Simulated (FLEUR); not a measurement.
**A series of single points on Pb**

System: Pb (1 atom in the cell).
Method: Kohn-Sham DFT of a periodic cell, SCAN, all-electron, no spin polarisation (FLEUR MaX-R8.1 (later development tree)).

The 5 runs differ only in the geometry, by an even scaling of the cell at fixed fractional positions. The structure derives from an entry of the Crystallography Open Database.

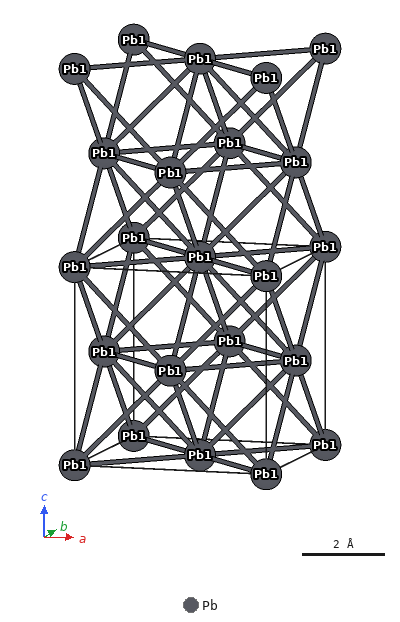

Figure 1. The structure of run 3 (ball-and-stick view of the cell 4 times as large as that of the calculation, set on its symmetry axes, repeated 1 × 1 × 2, seen slightly off an axis; atoms are numbered from 1 in the order of the input).

### Input of run 3
```
<?xml version="1.0" encoding="UTF-8" standalone="no"?>
<fleurInput fleurInputVersion="0.39">
   <comment>
      Pb                                                                                                  
   </comment>
   <calculationSetup>
      <cutoffs Kmax="4.1" Gmax="12.7" GmaxXC="12.7" numbands="0"/>
      <scfLoop itmax="60" minDistance="0.00001" maxIterBroyd="15" imix="Anderson" alpha="0.05" precondParam="0.0" spinf="2.0" sdNocoIR="T"/>
      <coreElectrons ctail="F" frcor="F" kcrel="0" coretail_lmax="0"/>
      <xcFunctional name="LibXC" relativisticCorrections="F">
         <LibXCName exchange="mgga_x_scan" correlation="mgga_c_scan"/>
         <AuxGGA exchange="117" correlation="130"/>
      </xcFunctional>
      <magnetism jspins="1"/>
      <soc l_soc="F" theta="0.0" phi="0.0" spav="F"/>
      <expertModes spex="0" secvar="F"/>
      <geometryOptimization l_f="F" forcealpha="1.0" forcemix="BFGS" epsdisp="0.00001" epsforce="0.00001"/>
      <ldaU l_linMix="F" mixParam="0.05" spinf="1.0"/>
   </calculationSetup>
   <cell>
      <bzIntegration valenceElectrons="20.0" mode="hist" fermiSmearingEnergy="0.00183747">
         <kPointListSelection listName="default-1"/>
         <!-- k-points included here -->
         <xi:include xmlns:xi="http://www.w3.org/2001/XInclude" href="kpts.xml"> </xi:include>
      </bzIntegration>
      <!-- symmetry operations included here -->
      <xi:include xmlns:xi="http://www.w3.org/2001/XInclude" href="sym.xml"> </xi:include>
      <bulkLattice scale="1.0">
         <bravaisMatrix>
            <row-1>    0.0000000000000000     4.6771099529074922     4.6771099529074922</row-1>
            <row-2>    4.6771099529074922     0.0000000000000000     4.6771099529074922</row-2>
            <row-3>    4.6771099529074922     4.6771099529074922     0.0000000000000000</row-3>
         </bravaisMatrix>
      </bulkLattice>
   </cell>
   <atomSpecies>
      <species name="Lead (Pb)" element="Pb" atomicNumber="82">
         <mtSphere radius="2.66" gridPoints="879" logIncrement="0.015"/>
         <atomicCutoffs lmax="11" lnonsphr="8"/>
         <electronConfig flipSpins="F">
            <coreConfig>(1s1/2) (2s1/2) (2p1/2) (2p3/2) (3s1/2) (3p1/2) (3p3/2) (4s1/2) (3d3/2) (3d5/2) (4p1/2) (4p3/2) (4d3/2) (4d5/2) (4f5/2) (4f7/2) (5s1/2)</coreConfig>
            <valenceConfig>(5p1/2) (5p3/2) (6s1/2) (5d3/2) (5d5/2) (6p1/2) (6p3/2)</valenceConfig>
            <stateOccupation state="(6p1/2)" spinUp="0.333333" spinDown="0.333333"/>
            <stateOccupation state="(6p3/2)" spinUp="0.666667" spinDown="0.666667"/>
         </electronConfig>
         <energyParameters s="6" p="6" d="5" f="5"/>
         <lo type="SCLO" l="1" n="5" eDeriv="0"/>
         <lo type="SCLO" l="1" n="5" eDeriv="1"/>
         <lo type="SCLO" l="0" n="6" eDeriv="2"/>
         <lo type="SCLO" l="2" n="5" eDeriv="2"/>
         <lo type="SCLO" l="3" n="5" eDeriv="2"/>
      </species>
   </atomSpecies>
   <atomGroups>
      <atomGroup species="Lead (Pb)">
         <relPos label="                   1">.0000000000 .0000000000 .0000000000</relPos>
         <force calculate="T" relaxXYZ="TTT"/>
      </atomGroup>
   </atomGroups>
   <output dos="F" band="F" slice="F">
      <checks vchk="F" cdinf="F"/>
      <bandDOS minEnergy="-.5*Htr" maxEnergy="0.5*Htr" sigma="0.015" storeEVData="T"/>
      <vacuumDOS vacdos="F" integ="F" star="F" nstars="0" locx1="0.0" locy1="0.0" locx2="0.0" locy2="0.0" nstm="0" tworkf="0.0"/>
      <unfoldingBand unfoldBand="F" supercellX="1" supercellY="1" supercellZ="1"/>
      <plotting iplot="0" polar="F">
         <plot TwoD="T" vec1="  1.0  0.0  0.0" vec2="  0.0  1.0  0.0" vec3="  0.0  0.0  1.0" zero="  0.0  0.0  0.0" file="plot"/>
      </plotting>
      <chargeDensitySlicing numkpt="0" minEigenval="0.0" maxEigenval="0.0" nnne="0" pallst="F"/>
      <specialOutput eonly="F"/>
      <moessbauerParams electricFieldGradient="T" isomerShift="T" coreHyperfine="T" valenceHyperfine="T"/>
      <magneticCircularDichroism mcd="F" energyLo="-10.0" energyUp="0.0"/>
   </output>
  <!-- We include the file relax.xml here to enable relaxations (see documentation) -->
  <xi:include xmlns:xi="http://www.w3.org/2001/XInclude" href="relax.xml"> <xi:fallback/> </xi:include>
</fleurInput>
```

Run 2 has the same physical settings and fractional positions; its lattice vectors (Å) are:
```
   0.000000    2.441570    2.441570
   2.441570    0.000000    2.441570
   2.441570    2.441570    0.000000
```

### Results, with one run withheld

| run | volume per atom (Å³) | free energy per atom, from the lowest run given (meV) |
| --- | --- | --- |
| 1 | 28.503 | 25.40 |
| 2 | 29.110 | ? |
| 3 | 30.323 | 0.00 |
| 4 | 31.535 | 2.57 |
| 5 | 32.142 | 8.35 |

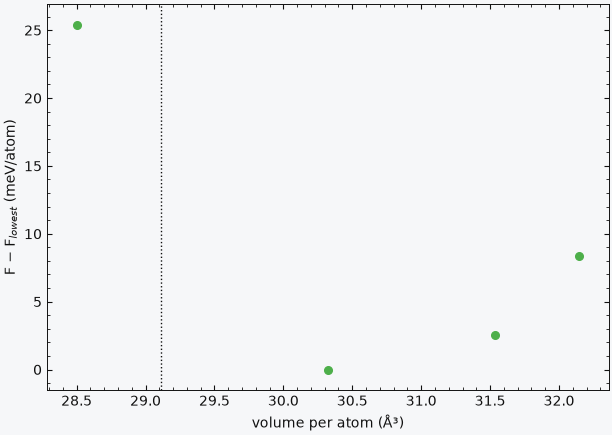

Figure 2. Free energy per atom of the runs given; the dotted line marks run 2.

Estimate the energy of run 2 from the others.

A quadratic polynomial in V^(−2/3) (the Birch–Murnaghan form), fitted to the 4 runs given, misses them by at most 0.11 meV per atom. With x = V^(−2/3) − 0.10228 Å⁻², it reads F = −0.56837 + 578.03 x + 9.674e+05 x² (meV per atom). At run 2 it gives 12.54 meV per atom, and the run itself gives 12.33. The fit has its minimum at 30.706 Å³ per atom, where V d²F/dV² gives 46.7 GPa: the bulk modulus at this level, since symmetry fixes the shape and the positions.

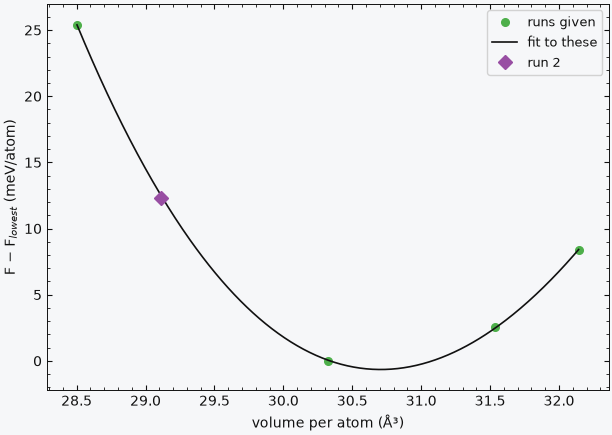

Figure 3. The fit and the withheld run.

### End of the output (run 2)
```
[...]
The functional 'Perdew, Burke & Ernzerhof' is a correlation functional, it belongs to the 'GGA' family and is defined in the reference(s):
[1] J. P. Perdew, K. Burke, and M. Ernzerhof.,  Phys. Rev. Lett. 77, 3865 (1996)
[2] J. P. Perdew, K. Burke, and M. Ernzerhof.,  Phys. Rev. Lett. 78, 1396 (1997)
 Using same functional for VXC and EXC

 Iteration:    10   Distance:       0.00055128 me/bohr^3
The functional 'Hammer, Hansen, and Norskov' is an exchange functional, it belongs to the 'GGA' family and is defined in the reference(s):
[1] B. Hammer, L. B. Hansen, and J. K. Nørskov.,  Phys. Rev. B 59, 7413 (1999)
The functional 'Perdew, Burke & Ernzerhof' is a correlation functional, it belongs to the 'GGA' family and is defined in the reference(s):
[1] J. P. Perdew, K. Burke, and M. Ernzerhof.,  Phys. Rev. Lett. 77, 3865 (1996)
[2] J. P. Perdew, K. Burke, and M. Ernzerhof.,  Phys. Rev. Lett. 78, 1396 (1997)
 Using same functional for VXC and EXC

 Iteration:    11   Distance:       0.00009127 me/bohr^3
The functional 'Hammer, Hansen, and Norskov' is an exchange functional, it belongs to the 'GGA' family and is defined in the reference(s):
[1] B. Hammer, L. B. Hansen, and J. K. Nørskov.,  Phys. Rev. B 59, 7413 (1999)
The functional 'Perdew, Burke & Ernzerhof' is a correlation functional, it belongs to the 'GGA' family and is defined in the reference(s):
[1] J. P. Perdew, K. Burke, and M. Ernzerhof.,  Phys. Rev. Lett. 77, 3865 (1996)
[2] J. P. Perdew, K. Burke, and M. Ernzerhof.,  Phys. Rev. Lett. 78, 1396 (1997)
 Using same functional for VXC and EXC

 Iteration:    12   Distance:       0.00003137 me/bohr^3
The functional 'Hammer, Hansen, and Norskov' is an exchange functional, it belongs to the 'GGA' family and is defined in the reference(s):
[1] B. Hammer, L. B. Hansen, and J. K. Nørskov.,  Phys. Rev. B 59, 7413 (1999)
The functional 'Perdew, Burke & Ernzerhof' is a correlation functional, it belongs to the 'GGA' family and is defined in the reference(s):
[1] J. P. Perdew, K. Burke, and M. Ernzerhof.,  Phys. Rev. Lett. 77, 3865 (1996)
[2] J. P. Perdew, K. Burke, and M. Ernzerhof.,  Phys. Rev. Lett. 78, 1396 (1997)
 Using same functional for VXC and EXC

 Iteration:    13   Distance:       0.00000421 me/bohr^3

 ********************************************************************
 Run finished successfully
 Stop message:
   all done
 ********************************************************************
```

Notes: Spin–orbit coupling is left out, which matters for Pb.
